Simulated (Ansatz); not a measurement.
## Geometry relaxation, with input and output: Ta

- system: Ta (1 atom in the cell)
- method: DFT PBEsol, scalar-relativistic, plane waves, PAW, PAW set soft_1, no spin polarisation (Ansatz 0.2.0)

The structure derives from an entry of the Crystallography Open Database. Figures and captions count atoms from 1; the log counts them from 0 in places.

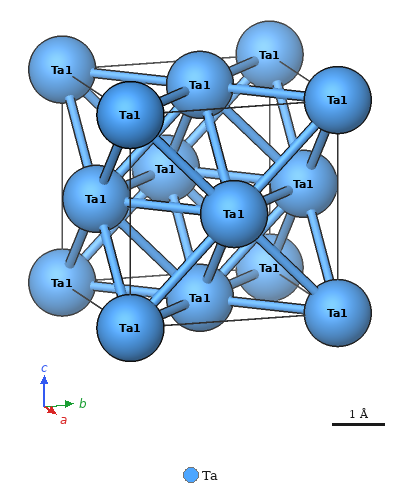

The input geometry (ball-and-stick view of the cell 4 times as large as that of the calculation, set on its symmetry axes, seen slightly off an axis; atoms are numbered from 1 in the order of the input). Near neighbours in the crystal (not all of them lie inside the picture): Ta has 12 Ta at 2.98 Å.

Results in brief

```json
{"quantity": "outcome", "value": "converged"}
{"quantity": "space group (tolerance 0.01 Å)", "value": "Fm-3m (225)"}
{"quantity": "electrons treated", "value": "13"}
{"quantity": "free energy", "value": "−9807.1442 eV"}
{"quantity": "Fermi energy", "value": "18.497 eV"}
{"quantity": "gap on the k-point mesh", "value": "none (metallic)"}
{"quantity": "pressure", "value": "0.03 GPa"}
{"quantity": "final volume", "value": "18.20 Å³"}
{"quantity": "largest force (length of the vector) at the end", "value": "under 0.001 eV/Å"}
{"quantity": "final cell", "value": "a = 2.952 Å, b = 2.952 Å, c = 2.952 Å, α = 60.00°, β = 60.00°, γ = 60.00°"}
{"quantity": "hardware", "value": "1 thread of Arm Neoverse V1, 24 GiB of memory available, shared host"}
{"quantity": "wall time", "value": "16 s"}
{"quantity": "peak memory", "value": "0.32 GiB"}
```

Remarks

Warnings of the run: the PAW datasets were made with another functional. Spin–orbit coupling is left out, which matters for Ta.

The input
```yaml
crystal:
  lattice:
    - [0.0, 2.11, 2.11]
    - [2.11, 0.0, 2.11]
    - [2.11, 2.11, 0.0]
  atoms:
    - { symbol: Ta, position: [0.0, 0.0, 0.0] }
basis:
  ecutwfc: 420
kpoints:
  mp_grid: { grid: [18, 18, 18] }
hamiltonian:
  xc: pbesol
  pseudopotentials: { kind: paw, azcp: { folder: soft_1 } }
scf:
  occupations: { method: gaussian, width: 0.1 }
output:
  forces: true
  stress: true
  eigenvalues: true
relax:
  adjacent_minimum: "off"
  f_tol: 0.005
  max_steps: 80
  cell: { stress_tol: 0.05 }
```

Run as:
```bash
ansatz run input.yaml --threads 1 --pin off --max-ram 3072MiB --backend cpu --events-out ev --progress --plain --runs-dir out
```

The program's output
```
Warning: [file] the record states the generating functional pbe (its physics header spells it `PBE`), which answers neither for hamiltonian.xc's functional nor for the pbesol family's — results may be inconsistent (PPs are generated against a specific XC)
Engine: ansatz 0.2.0, aarch64-unknown-linux-gnu
Pseudopotentials: kind: paw
Pseudopotential: Ta, paw, valence charge 13, recommended cutoff 420 eV (normal), [file]
Functional definition: PBEsol
  exchange = pbesol_x
  correlation = pbesol_c
Crystal: 1 atoms, lattice volume = 18.788 Å³
Basis set: ecut = 420 eV, 339 PW (Γ), exchange–correlation on 40×40×40 points (8 copies of the dense FFT grid, shifted against one another)
Bands: 11, of which v1, the nominal top of the filled ones, is band 7 counted from 1 (6 counted from 0)
Symmetry: 48 space group operations
Space group: Fm-3m (ITA 225), of the structure as read, at distance tolerance 2.7e-5 Å
k-points: 195 of 5832
Non-local potential: Ta, projectors of the file, l = 0: 3, l = 1: 2, l = 2: 2, l = 3: 1
PAW form: soft (Blöchl's): semilocal exchange-correlation on the pseudo side does not see the compensation charge
PAW frozen core: Ta, regenerated for the run's functional, and the local potential with it (the file was generated under x = pbe(κ = 0.804, μ = 0.2195149727645171), c = pbe(β = 0.06672455060314922))
PAW one-centre angular grid: Ta, 590 points (default); XC on 64 Gauss nodes
Initial density: superposition of atomic densities (chi_scale 0.1, normalization cell)
Initial wavefunctions: pseudopotential atomic-orbital guess
Functional: x = pbesol(κ = 0.804, μ = 0.12345679012345678), c = pbesol(β = 0.046)
SCF iter   1: F=—  HF=-9807.294567 eV  |F-HF|=—  |Δ(HF+E_count)|=         —  Δρ=4.69e-2  dr2=4.19e-1  ethr=3.10e-3  ⟨swp⟩=5.0  Hψ=11116  notcnv=0
preconditioner: auto → none  [metal: Δε(μ)=0.027 eV  Ē_g=8.031 eV  σ=0.100 eV  W_gap=0.15  n_scr=0 (ndim 8)  ℏωp=19.2 eV  f_vac=0.000  D(μ)=1.16/eV (n_scr^D=14)]
SCF iter   2: F=—  HF=-9807.139454 eV  |F-HF|=—  |Δ(HF+E_count)|=   1.55e-1  Δρ=1.71e-2  dr2=3.20e-2  ethr=3.10e-3  ⟨swp⟩=2.6  Hψ=4926  notcnv=0  defer=65
SCF iter   3: F=—  HF=-9807.132998 eV  |F-HF|=—  |Δ(HF+E_count)|=   6.46e-3  Δρ=4.40e-3  dr2=1.43e-3  ethr=2.46e-4  ⟨swp⟩=2.1  Hψ=2467  notcnv=0  defer=64
SCF iter   4: F=—  HF=-9807.132941 eV  |F-HF|=—  |Δ(HF+E_count)|=   5.73e-5  Δρ=2.33e-4  dr2=2.82e-6  ethr=1.10e-5  ⟨swp⟩=1.0  Hψ=2081  notcnv=0  defer=64
SCF iter   5: F=—  HF=-9807.132944 eV  |F-HF|=—  |Δ(HF+E_count)|=   2.80e-6  Δρ=3.17e-5  dr2=1.24e-7  ethr=7.69e-10  ⟨swp⟩=7.7  Hψ=11270  notcnv=0
SCF iter   6: F=-9807.132944 eV  HF=-9807.132944 eV  |F-HF|=2.29e-10  |Δ(HF+E_count)|=   5.57e-8  Δρ=3.67e-6  dr2=7.75e-10  ethr=7.69e-10  ⟨swp⟩=4.0  Hψ=5878  notcnv=0
SCF 1 converged in 6 iterations: F = -9807.132944 eV  dr2 = 7.75e-10
  greatest PAW one-centre occupation: 0.999 electrons in one spin orbital (limit 2), on the Ta atom at site 0 (counted from 0), in its partial waves of l = 0
relax step   1: F+E_penalty+E_count = -9807.13294382 eV  Δ(F+E_penalty+E_count) = +0.000e0 eV  max|allowed force component| = 0.000e0 eV/Å  Δτ_max = 0.0000 Å  P = -6.001 GPa  Ω = 18.788 Å³  (6 SCF iters, dr2 threshold 1.00e-7 eV, accepted)
Crystal: 1 atoms, lattice volume = 16.682 Å³
Basis set: ecut = 420 eV, 331 PW (Γ), exchange–correlation on 40×40×40 points (8 copies of the dense FFT grid, shifted against one another)
Initial density: handed on by an earlier stage of this run
Initial wavefunctions: those handed on with the density
iter 1 solved again at ethr=5.90e-6 eV; its pass at ethr=3.10e-3 eV (dr2=7.68e-4 eV) is discarded
SCF iter   1: F=—  HF=-9807.054427 eV  |F-HF|=—  |Δ(HF+E_count)|=         —  Δρ=2.99e-3  dr2=7.60e-4  ethr=5.90e-6  ⟨swp⟩=2.2  Hψ=16696  notcnv=0
preconditioner: auto → none  [metal: Δε(μ)=0.006 eV  Ē_g=8.788 eV  σ=0.100 eV  W_gap=0.03  n_scr=0 (ndim 8)  ℏωp=20.3 eV  f_vac=0.000  D(μ)=1.08/eV (n_scr^D=14)]
SCF iter   2: F=—  HF=-9807.053865 eV  |F-HF|=—  |Δ(HF+E_count)|=   5.62e-4  Δρ=1.30e-3  dr2=8.71e-5  ethr=5.84e-6  ⟨swp⟩=2.2  Hψ=2667  notcnv=0
SCF iter   3: F=—  HF=-9807.053755 eV  |F-HF|=—  |Δ(HF+E_count)|=   1.10e-4  Δρ=1.89e-4  dr2=1.93e-6  ethr=6.70e-7  ⟨swp⟩=2.2  Hψ=2700  notcnv=0
SCF iter   4: F=-9807.053754 eV  HF=-9807.053754 eV  |F-HF|=1.59e-8  |Δ(HF+E_count)|=   1.29e-6  Δρ=2.22e-5  dr2=4.58e-8  ethr=7.69e-10  ⟨swp⟩=6.0  Hψ=10340  notcnv=0
SCF 2 converged in 4 iterations: F = -9807.053754 eV  dr2 = 4.58e-8
relax step   2: F+E_penalty+E_count = -9807.05375419 eV  Δ(F+E_penalty+E_count) = +7.919e-2 eV  max|allowed force component| = 0.000e0 eV/Å  Δτ_max = 0.0000 Å  P = +20.566 GPa  Ω = 16.682 Å³  energy of the carried Pulay correction = +4.402e-4 eV  (4 SCF iters, dr2 threshold 1.00e-7 eV, rejected (line search))
Crystal: 1 atoms, lattice volume = 18.267 Å³
iter 1 solved again at ethr=4.22e-6 eV; its pass at ethr=3.10e-3 eV (dr2=5.48e-4 eV) is discarded
SCF iter   1: F=—  HF=-9807.144580 eV  |F-HF|=—  |Δ(HF+E_count)|=         —  Δρ=2.32e-3  dr2=5.44e-4  ethr=4.22e-6  ⟨swp⟩=1.0  Hψ=16133  notcnv=0
preconditioner: auto → none  [metal: Δε(μ)=0.010 eV  Ē_g=8.053 eV  σ=0.100 eV  W_gap=0.06  n_scr=0 (ndim 8)  ℏωp=19.4 eV  f_vac=0.000  D(μ)=1.39/eV (n_scr^D=14)]
SCF iter   2: F=—  HF=-9807.144222 eV  |F-HF|=—  |Δ(HF+E_count)|=   3.57e-4  Δρ=1.00e-3  dr2=5.94e-5  ethr=4.19e-6  ⟨swp⟩=2.1  Hψ=2599  notcnv=0
SCF iter   3: F=—  HF=-9807.144156 eV  |F-HF|=—  |Δ(HF+E_count)|=   6.61e-5  Δρ=1.53e-4  dr2=1.40e-6  ethr=4.57e-7  ⟨swp⟩=1.9  Hψ=2643  notcnv=0
SCF iter   4: F=—  HF=-9807.144157 eV  |F-HF|=—  |Δ(HF+E_count)|=   2.13e-7  Δρ=1.83e-5  dr2=3.34e-8  ethr=1.08e-8  ⟨swp⟩=2.4  Hψ=3049  notcnv=0
SCF iter   5: F=—  HF=-9807.144157 eV  |F-HF|=—  |Δ(HF+E_count)|=   1.00e-8  Δρ=7.97e-7  dr2=5.42e-11  ethr=2.57e-10  ⟨swp⟩=1.3  Hψ=2265  notcnv=0
SCF iter   6: F=-9807.144157 eV  HF=-9807.144157 eV  |F-HF|=0.00e0  |Δ(HF+E_count)|=  4.00e-11  Δρ=1.18e-7  dr2=1.79e-12  ethr=1.00e-12  ⟨swp⟩=5.6  Hψ=7936  notcnv=0
SCF 3 converged in 6 iterations: F = -9807.144157 eV  dr2 = 1.79e-12
relax step   3: F+E_penalty+E_count = -9807.14415652 eV  Δ(F+E_penalty+E_count) = -1.121e-2 eV  max|allowed force component| = 0.000e0 eV/Å  Δτ_max = 0.0000 Å  P = -0.718 GPa  Ω = 18.267 Å³  energy of the carried Pulay correction = +1.042e-4 eV  (6 SCF iters, accepted)
Crystal: 1 atoms, lattice volume = 18.198 Å³
iter 1 solved again at ethr=7.01e-9 eV; its pass at ethr=3.10e-3 eV (dr2=9.11e-7 eV) is discarded
SCF iter   1: F=—  HF=-9807.144319 eV  |F-HF|=—  |Δ(HF+E_count)|=         —  Δρ=9.58e-5  dr2=9.27e-7  ethr=7.01e-9  ⟨swp⟩=2.1  Hψ=14002  notcnv=0
preconditioner: auto → none  [metal: Δε(μ)=0.014 eV  Ē_g=8.076 eV  σ=0.100 eV  W_gap=0.08  n_scr=0 (ndim 8)  ℏωp=19.5 eV  f_vac=0.000  D(μ)=1.39/eV (n_scr^D=14)]
SCF iter   2: F=-9807.144318 eV  HF=-9807.144318 eV  |F-HF|=1.03e-7  |Δ(HF+E_count)|=   6.33e-7  Δρ=4.08e-5  dr2=9.64e-8  ethr=7.69e-10  ⟨swp⟩=2.8  Hψ=7559  notcnv=0
SCF 4 converged in 2 iterations: F = -9807.144318 eV  dr2 = 9.64e-8
relax step   4: F+E_penalty+E_count = -9807.14431813 eV  Δ(F+E_penalty+E_count) = -1.616e-4 eV  max|allowed force component| = 0.000e0 eV/Å  Δτ_max = 0.0000 Å  P = +0.028 GPa  Ω = 18.198 Å³  energy of the carried Pulay correction = +1.181e-4 eV  (2 SCF iters, dr2 threshold 1.00e-7 eV, accepted)
Initial wavefunctions: pseudopotential atomic-orbital guess (no wavefunctions were taken with the density)
iter 1 solved again at ethr=2.83e-8 eV; its pass at ethr=3.10e-3 eV (dr2=3.67e-6 eV) is discarded
SCF iter   1: F=—  HF=-9807.144204 eV  |F-HF|=—  |Δ(HF+E_count)|=         —  Δρ=4.62e-5  dr2=9.84e-8  ethr=2.83e-8  ⟨swp⟩=3.1  Hψ=17374  notcnv=0
SCF iter   2: F=—  HF=-9807.144204 eV  |F-HF|=—  |Δ(HF+E_count)|=   2.00e-7  Δρ=2.31e-5  dr2=1.92e-8  ethr=7.57e-10  ⟨swp⟩=2.1  Hψ=2705  notcnv=0
SCF iter   3: F=—  HF=-9807.144204 eV  |F-HF|=—  |Δ(HF+E_count)|=   1.79e-9  Δρ=2.13e-6  dr2=3.83e-10  ethr=1.48e-10  ⟨swp⟩=1.5  Hψ=2283  notcnv=0
SCF iter   4: F=-9807.144204 eV  HF=-9807.144204 eV  |F-HF|=1.82e-12  |Δ(HF+E_count)|=  8.91e-11  Δρ=1.59e-7  dr2=2.17e-12  ethr=1.00e-12  ⟨swp⟩=4.0  Hψ=9679  notcnv=0
SCF 5 converged in 4 iterations: F = -9807.144204 eV  dr2 = 2.17e-12
relax step   5: F+E_penalty+E_count = -9807.14420378 eV  Δ(F+E_penalty+E_count) = +1.144e-4 eV  max|allowed force component| = 0.000e0 eV/Å  Δτ_max = 0.0000 Å  P = +0.027 GPa  Ω = 18.198 Å³  stress off target by 2.74e-2 GPa  SCF on the basis re-selected at this cell (its energy is not comparable with the rows above)  (4 SCF iters)
```

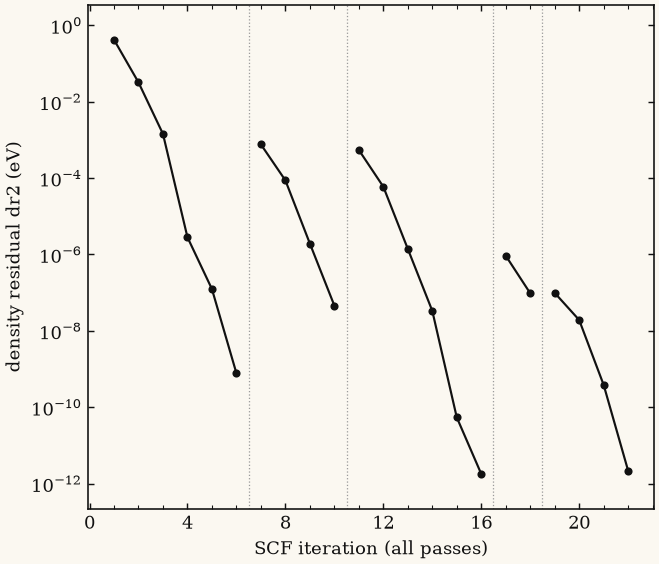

Convergence of the self-consistent field: density residual dr2 against the SCF iteration. The dotted lines part the SCF passes of the relaxation: geometry steps, rejected trials and re-solves on a re-selected basis. The 5 passes take 2 to 6 iterations each, 22 in all.

```
basis re-selected at this cell: Δ(F+E_penalty+E_count) = +1.144e-4 eV, ΔP = -0.001 GPa vs the last step (what re-selecting the basis moved, of the pressure what is left beyond the Pulay correction that the steps carried, after the strain that the cell walked since its last selection, with what the two solves' SCF thresholds leave and, on support functions, any second-order correction that the steps lacked; it is no measure of the basis error at this ecutwfc). This SCF's stress stands 2.74e-2 GPa from its target on what of the cell is left free (relax.cell.stress_tol is 5.00e-2 GPa) and its largest allowed force component is 0.00e0 eV/Å (relax.f_tol is 5.00e-3 eV/Å): within both
SCF converged after 4 iterations
Free energy (F): -9807.144204 eV
Harris-Foulkes:  -9807.144204 eV  (|F-HF|=1.82e-12)
Internal energy: -9807.137246 eV  (E = F + TS)
E sigma→0 (E₀):  -9807.140725 eV
Entropy (-TS):   -0.006958 eV (-6.958 meV/atom)
Fermi energy:    18.496882 eV
--- Per-component energies (eV) ---
  E_band       = -109.797947
  E_kinetic    = 392.974237
  E_local      = -555.411850  (includes V_loc(G=0)·N_el)
  E_nonlocal   = -8.639216
  E_hartree    = 199.737168
  E_xc         = -318.637267
  E_vxc        = -233.231011  (∫ρ·V_xc dr)
  E_paw        = -8181.279618  (= ΣΔE_a)
  E_vpaw       = -104.964551  (= ΣTr[D̂ρ^β])
  E_aug_tail   = 0.000101  (compensation charges beyond the density's cutoff)
  E_ewald      = -1336.094515
  E_core_change = 0.213713  (= ΣΔE_core)
  E_smearing   = -0.006958  (= −TS)
  E_closure    = 0.000000  (closes the sum)
  Σ components = -9807.144204   (vs F -9807.144204, Δ=0.00e0)
--- Forces (eV/Å), atoms counted from 1 ---
  atom   1  Ta    -0.00000000    -0.00000000    -0.00000000
  max |Σ_I F_I| component: 6.16e-32 eV/Å
--- Stress (GPa, compression-positive) ---
        0.027402      -0.000000      -0.000000
       -0.000000       0.027402       0.000000
       -0.000000       0.000000       0.027402
  P = ⅓ Tr σ = 0.0274 GPa (0.274 kbar)
--- Band table (eV; the first three rows and the last of 195) ---
  k-point 0: bands = ["-48.9771", "-14.9154", "-14.9154", "-14.9154", "10.2276", "18.9183", "18.9183", "18.9183", "22.0430", "22.0430", "30.7085"]
  k-point 1: bands = ["-48.9741", "-14.9525", "-14.9201", "-14.9201", "10.3568", "18.8045", "18.9804", "18.9804", "21.9792", "21.9792", "30.9789"]
  k-point 2: bands = ["-48.9653", "-15.0582", "-14.9334", "-14.9334", "10.7311", "18.5100", "19.1422", "19.1422", "21.8345", "21.8345", "31.6957"]
  k-point 194: bands = ["-48.8409", "-15.7188", "-15.6048", "-15.3426", "15.5297", "16.8450", "17.8028", "20.6313", "25.2540", "28.6371", "28.7578"]
--- Relaxed structure (4 steps of the walk, 3 accepted, 1 SCFs on fresh bases) ---
  F+E_penalty+E_count = -9807.14420378 eV   max|allowed force component| = 0.000e0 eV/Å   (the final SCF, on the basis selected at the relaxed cell)
  cell:  # Å, volume = 18.1984 Å³
    - [-1.273843008223896e-35, 2.08769767471318, 2.08769767471318]
    - [2.08769767471318, -6.369215041119493e-36, 2.08769767471318]
    - [2.08769767471318, 2.08769767471318, 7.006136545231437e-35]
  atoms:
    - { symbol: Ta, position: [0.0, 0.0, 0.0] }
```

Trajectory as extended XYZ (Å, eV, eV/Å), 5 frames, from step=1 to step=5
```
1
Lattice="0.0000 2.1100 2.1100 2.1100 0.0000 2.1100 2.1100 2.1100 0.0000" Properties=species:S:1:pos:R:3:forces:R:3 step=1 energy=-9807.13294 pressure_GPa=-6.00
Ta    0.0000    0.0000    0.0000    0.0000   0.0000   0.0000
1
Lattice="0.0000 2.0280 2.0280 2.0280 0.0000 2.0280 2.0280 2.0280 0.0000" Properties=species:S:1:pos:R:3:forces:R:3 step=2 energy=-9807.05375 pressure_GPa=20.57 accepted=F
Ta    0.0000    0.0000    0.0000    0.0000   0.0000   0.0000
1
Lattice="0.0000 2.0903 2.0903 2.0903 0.0000 2.0903 2.0903 2.0903 0.0000" Properties=species:S:1:pos:R:3:forces:R:3 step=3 energy=-9807.14416 pressure_GPa=-0.72
Ta    0.0000    0.0000    0.0000    0.0000   0.0000   0.0000
1
Lattice="0.0000 2.0877 2.0877 2.0877 0.0000 2.0877 2.0877 2.0877 0.0000" Properties=species:S:1:pos:R:3:forces:R:3 step=4 energy=-9807.14432 pressure_GPa=0.03
Ta    0.0000    0.0000    0.0000    0.0000   0.0000   0.0000
1
Lattice="0.0000 2.0877 2.0877 2.0877 0.0000 2.0877 2.0877 2.0877 0.0000" Properties=species:S:1:pos:R:3:forces:R:3 step=5 energy=-9807.14420 pressure_GPa=0.03
Ta    0.0000    0.0000    0.0000    0.0000   0.0000   0.0000
```
